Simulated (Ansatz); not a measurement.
## Single-point calculation of C16HSi16 (part 1 of 3)

C16HSi16 (slab, 33 atoms in the cell), computed with DFT PBE+D3(BJ), scalar-relativistic, plane waves, PAW, PAW set soft_1, spin-polarised (Ansatz 0.2.0).

The structure derives from an entry of the Crystallography Open Database. Figures and captions count atoms from 1; the log counts them from 0 in places.

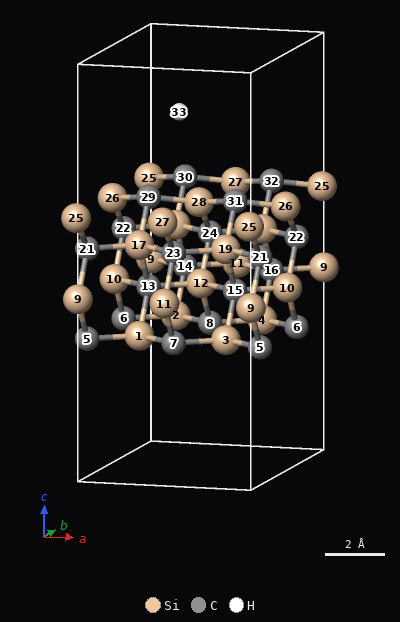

**Figure 1.** The structure (ball-and-stick view of the cell of the calculation, with the vacuum cut short, seen slightly off an axis; atoms are numbered from 1 in the order of the input). An atom can appear more than once, as a periodic image.

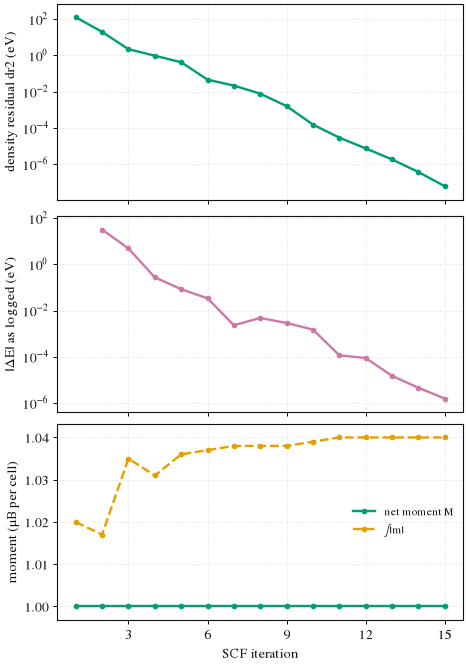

**Figure 2.** Convergence of the self-consistent field: density residual dr2, size of the energy change and magnetic moment against the SCF iteration. The residual falls at every step. The net moment stays at 1.0 μB per cell.

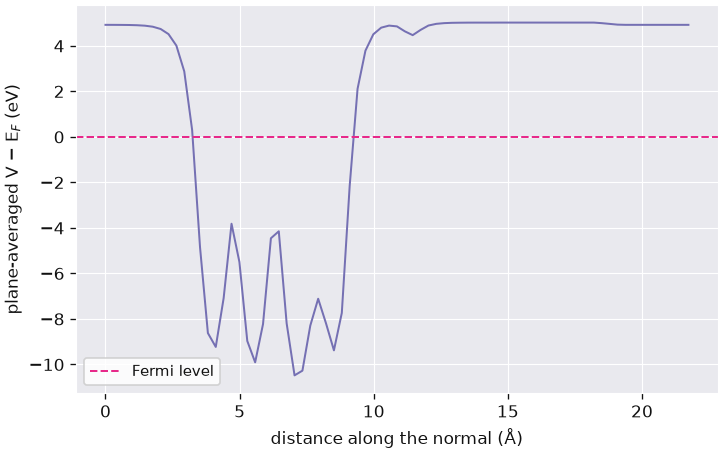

**Figure 3.** Plane average of the electrostatic potential energy of an electron across the cell, from the Fermi level. The vacuum level lies 5.02 eV above the Fermi level on the upper side and 4.92 eV on the lower.

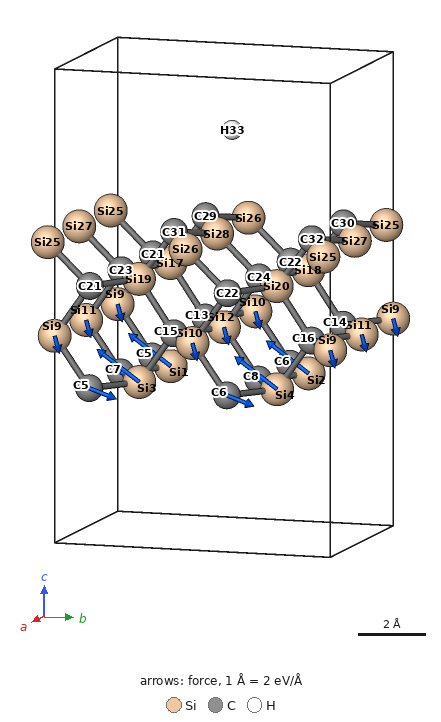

**Figure 4.** Forces on the atoms as blue arrows (ball-and-stick view of the cell of the calculation, with the vacuum cut short, seen slightly off an axis; atoms are numbered from 1 in the order of the input); the smallest are left out. The largest act on Si1, Si2, Si3, Si4 (3.30 eV/Å); C5, C6, C7, C8 (1.86 eV/Å); Si10, Si11, Si12 (1.16 eV/Å); Si9 (1.15 eV/Å). The geometry is not a stationary point of this energy.

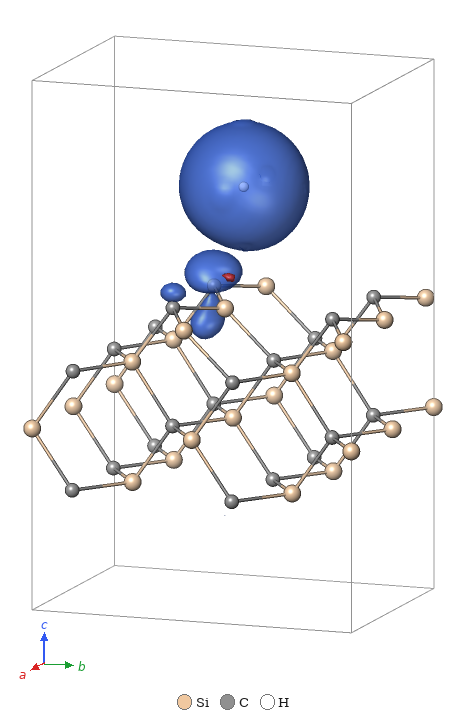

**Figure 5.** Isosurfaces of the spin density at +0.004 (blue) and −0.004 e/Å³ (red), seen slightly off an axis. Sticks mark near contacts. The spin density sits on H: +0.9 μB in one cell of 33 atoms: a single local moment. The cell of the calculation (33 atoms) carries 1.0 μB net. Core electrons are frozen (PAW), so the fields are smoothed inside the atomic spheres.

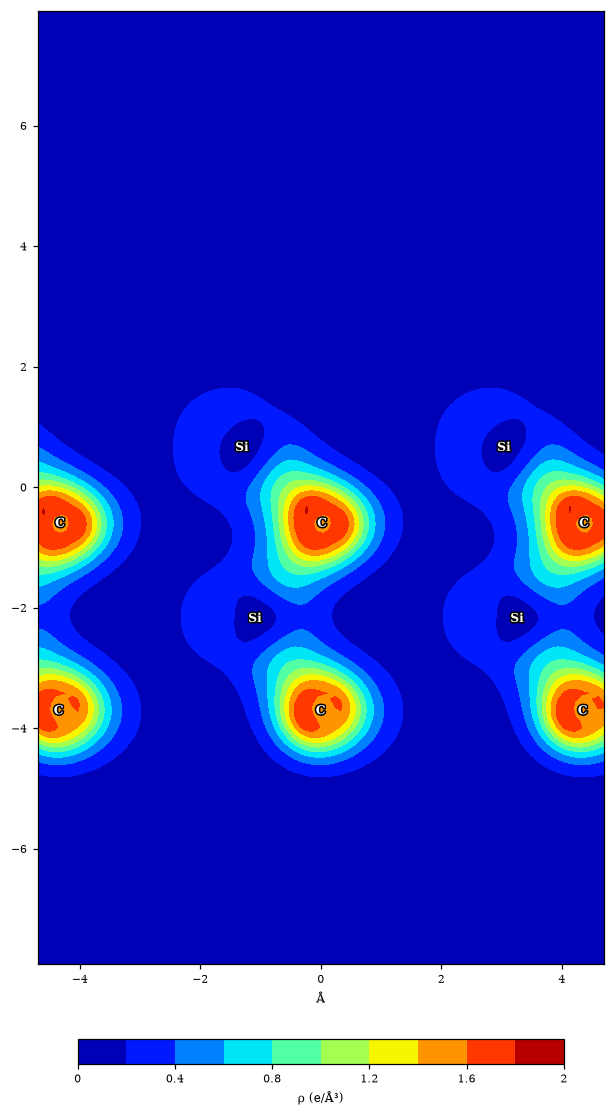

**Figure 6.** Valence electron density on the (100) plane of the calculation cell, a cut from vacuum to vacuum. The section cuts through C and Si sites. Si–C (1.83 Å): ρ is about 0.94 e/Å³ halfway. Si–C (1.88 Å): ρ is about 0.83 e/Å³ halfway. Si–C (1.93 Å): ρ at the midpoint is about 0.81 e/Å³. The density dies away to nearly zero in the vacuum.

These pictures come from the run below.

## Input file
```yaml
crystal:
  lattice:
    - [6.1500408254, 0.0, 0.0]
    - [0.0, 8.6974711445, 0.0]
    - [0.0, 0.0, 22.0240399528]
  atoms:
    - { symbol: Si, position: [0.25, 0.25, 0.1816197214] }
    - { symbol: Si, position: [0.25, 0.75, 0.1816197214] }
    - { symbol: Si, position: [0.75, 0.25, 0.1816197214] }
    - { symbol: Si, position: [0.75, 0.75, 0.1816197214] }
    - { symbol: C, position: [0.0, 0.125, 0.1816197214] }
    - { symbol: C, position: [0.0, 0.625, 0.1816197214] }
    - { symbol: C, position: [0.5, 0.125, 0.1816197214] }
    - { symbol: C, position: [0.5, 0.625, 0.1816197214] }
    - { symbol: Si, position: [0.0, 0.0, 0.2514302652] }
    - { symbol: Si, position: [0.0, 0.5, 0.2514302652] }
    - { symbol: Si, position: [0.5, 0.0, 0.2514302652] }
    - { symbol: Si, position: [0.5, 0.5, 0.2514302652] }
    - { symbol: C, position: [0.25, 0.375, 0.2514302652] }
    - { symbol: C, position: [0.25, 0.875, 0.2514302652] }
    - { symbol: C, position: [0.75, 0.375, 0.2514302652] }
    - { symbol: C, position: [0.75, 0.875, 0.2514302652] }
    - { symbol: Si, position: [0.25, 0.2487676401, 0.3241346089] }
    - { symbol: Si, position: [0.25, 0.7487676401, 0.3241346089] }
    - { symbol: Si, position: [0.75, 0.2487676401, 0.3241346089] }
    - { symbol: Si, position: [0.75, 0.7487676401, 0.3241346089] }
    - { symbol: C, position: [0.0, 0.1276672686, 0.3228359847] }
    - { symbol: C, position: [0.0, 0.6276672686, 0.3228359847] }
    - { symbol: C, position: [0.5, 0.1276672686, 0.3228359847] }
    - { symbol: C, position: [0.5, 0.6276672686, 0.3228359847] }
    - { symbol: Si, position: [0.0, 0.9750565934, 0.3803269229] }
    - { symbol: Si, position: [0.0, 0.4750565934, 0.3803269229] }
    - { symbol: Si, position: [0.5, 0.9750565934, 0.3803269229] }
    - { symbol: Si, position: [0.5, 0.4750565934, 0.3803269229] }
    - { symbol: C, position: [0.25, 0.3762727029, 0.3915739334] }
    - { symbol: C, position: [0.25, 0.8762727029, 0.3915739334] }
    - { symbol: C, position: [0.75, 0.3762727029, 0.3915739334] }
    - { symbol: C, position: [0.75, 0.8762727029, 0.3915739334] }
    - { symbol: H, position: [0.375, 0.5012727029, 0.5187077383], spin: 1.0 }
basis:
  ecutwfc: 420
kpoints:
  mp_grid: { grid: [5, 3, 1] }
hamiltonian:
  xc: pbe
  pseudopotentials: { kind: paw, azcp: { folder: soft_1 } }
  dispersion: d3bj
scf:
  occupations: { method: gaussian, width: 0.05 }
output:
  forces: true
  eigenvalues: true
  populations: true
  write_density: true
  write_potential: true
  elf: true
  volumetric_format: npy
magnetization:
  spin_polarized: true
efield:
  axis: 3
  dipole_correction: true
  ramp_width: 0.04
```

Command:
```bash
ansatz run input.yaml --threads 4 --pin off --max-ram 12288MiB --backend cpu --events-out ev --progress --plain --runs-dir out
```

## What the program printed
```
Engine: ansatz 0.2.0, aarch64-unknown-linux-gnu
Pseudopotentials: kind: paw
Pseudopotential: Si, paw, valence charge 4, recommended cutoff 420 eV (normal), [file]
Pseudopotential: C, paw, valence charge 4, recommended cutoff 420 eV (normal), [file]
Pseudopotential: H, paw, valence charge 1, recommended cutoff 420 eV (normal), [file]
Functional definition: PBE
  parameter kappa = 0.804
  parameter beta = 0.06672455060314922
  exchange = pbe_x(kappa = kappa, mu = beta*pi^2/3)
  correlation = pbe_c(beta = beta)
Crystal: 33 atoms, lattice volume = 1178.062 Å³
Basis set: ecut = 420 eV, 23025 PW (Γ), exchange–correlation on 90×120×300 points (8 copies of the dense FFT grid, shifted against one another)
Bands: 98, of which v1, the nominal top of the filled ones, is band 65 counted from 1 (64 counted from 0)
Symmetry: 1 space group operations
k-points: 8 of 15 (time reversal used)
Non-local potential: Si, projectors of the file, l = 0: 2, l = 1: 2, l = 2: 1
Non-local potential: C, projectors of the file, l = 0: 2, l = 1: 2, l = 2: 1
Non-local potential: H, projectors of the file, l = 0: 2, l = 1: 1
PAW form: soft (Blöchl's): semilocal exchange-correlation on the pseudo side does not see the compensation charge
PAW one-centre angular grid: Si, 110 points (default); XC on 64 Gauss nodes
PAW one-centre angular grid: C, 110 points (default); XC on 64 Gauss nodes
PAW one-centre angular grid: H, 110 points (default); XC on 64 Gauss nodes
Starting moments: Σ|m| = 1 μB on 1 of 33 sites
Initial wavefunctions: pseudopotential atomic-orbital guess
Functional: x = pbe(κ = 0.804, μ = 0.2195149727645171), c = pbe(β = 0.06672455060314922)
```
